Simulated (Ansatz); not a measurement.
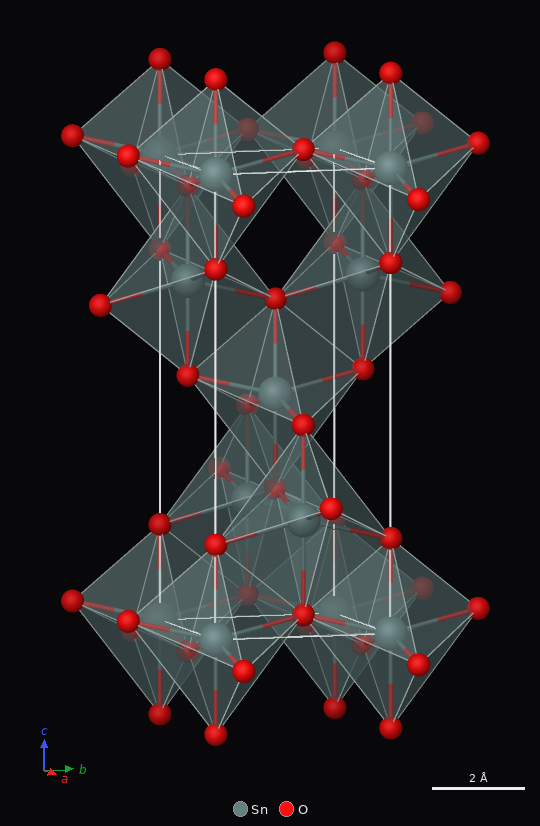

Polyhedral representation of a periodic structure, projected slightly off an axis. The edges of the conventional unit cell are marked. Some atoms of the next cells are drawn as well.

SnO₂, anatase, space group I4_1/amd (No. 141), a = 3.999 Å, b = 3.999 Å, c = 10.203 Å, α = 90.00°, β = 90.00°, γ = 90.00°. Provenance: a structure type filled with these elements by a generator (whether the compound takes this form wasn't checked). Earlier steps of the study may have refined or changed the cell and positions. A calculation with Ansatz used it as input.

This one geometry was computed with Ansatz (DFT, plane waves, PAW) at six levels of theory: r2SCAN0, PBE with spin-orbit coupling, PBE0, LDA, dielectric-dependent PBE0 (fraction 1/eps_inf of PBE) and r2SCAN. It was relaxed beforehand with r2SCAN.

Question: Which level gives the highest pressure at this volume, and what does that say about its equilibrium volume?

Answer: Highest: PBE with spin-orbit coupling (6.7 GPa), which points to the largest equilibrium volume. Lowest, with the smallest volume: r2SCAN0 (-5.2 GPa). Levels within 0.5 GPa of each other can't be told apart.

Question: How does the band gap change with the level of theory?

Answer: LDA: a gap of 1.54 eV, indirect; PBE with spin-orbit coupling: a gap of 1.71 eV, indirect; r2SCAN: a gap of 2.33 eV, indirect; dielectric-dependent PBE0 (fraction 1/eps_inf of PBE): a gap of 4.03 eV, indirect; PBE0: a gap of 4.11 eV, indirect; r2SCAN0: a gap of 4.54 eV, indirect.

Question: Collect the results in a table.

Answer:
| level | cutoff (eV) | k-mesh of the run's cell | gap (eV) | pressure (GPa) |
| --- | --- | --- | --- | --- |
| r2SCAN0 | 500 | 6×6×6 | 4.54 | -5.2 |
| PBE with spin-orbit coupling | 420 | 10×10×10 | 1.71 | 6.7 |
| PBE0 | 420 | 6×6×6 | 4.11 | -1.4 |
| LDA | 420 | 10×10×10 | 1.54 | -3.1 |
| dielectric-dependent PBE0 (fraction 1/eps_inf of PBE) | 420 | 6×6×6 | 4.03 | -1.1 |
| r2SCAN | 500 | 10×10×10 | 2.33 | 0.0 |

Gaps are taken on the k-mesh or band path of each run.
